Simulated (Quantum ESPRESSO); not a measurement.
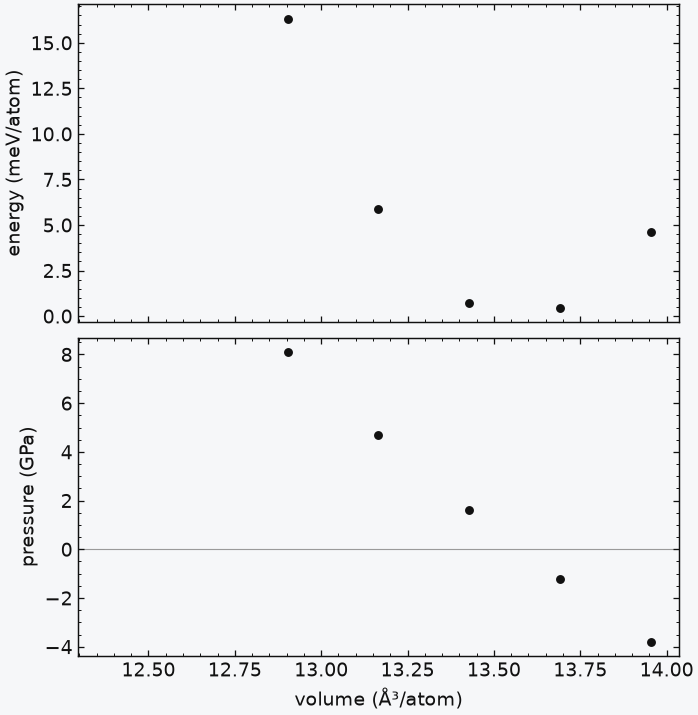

Plotted: energy and pressure against volume for Si₂Ni, space group Fm-3m (No. 225).

Cell as given: a = 3.823 Å, b = 3.823 Å, c = 3.823 Å, α = 60.00°, β = 60.00°, γ = 60.00°; 3 atoms.

Calculation (Quantum ESPRESSO 7.5): plane-wave DFT, collinear spins; energies at scaled volumes of the given cell, shape and fractions fixed, counted from the fit's minimum, third-order Birch-Murnaghan fit. Level: PBE, collinear spin.

- k mesh: 9×9×9
- occupations: Fermi–Dirac
- smearing width: 0.05 eV
- potentials: SG15 PBE 1.2
- wave cutoff: 952.4 eV
- density cutoff: 3810 eV

The points at volume 12.38 Å³/atom and 12.64 Å³/atom are left out of the plot. What values does the calculation give there?

| volume (Å³/atom) | energy (meV/atom) | pressure (GPa) |
| --- | --- | --- |
| 12.38 | 55.38 | 15.91 |
| 12.64 | 32.65 | 11.81 |
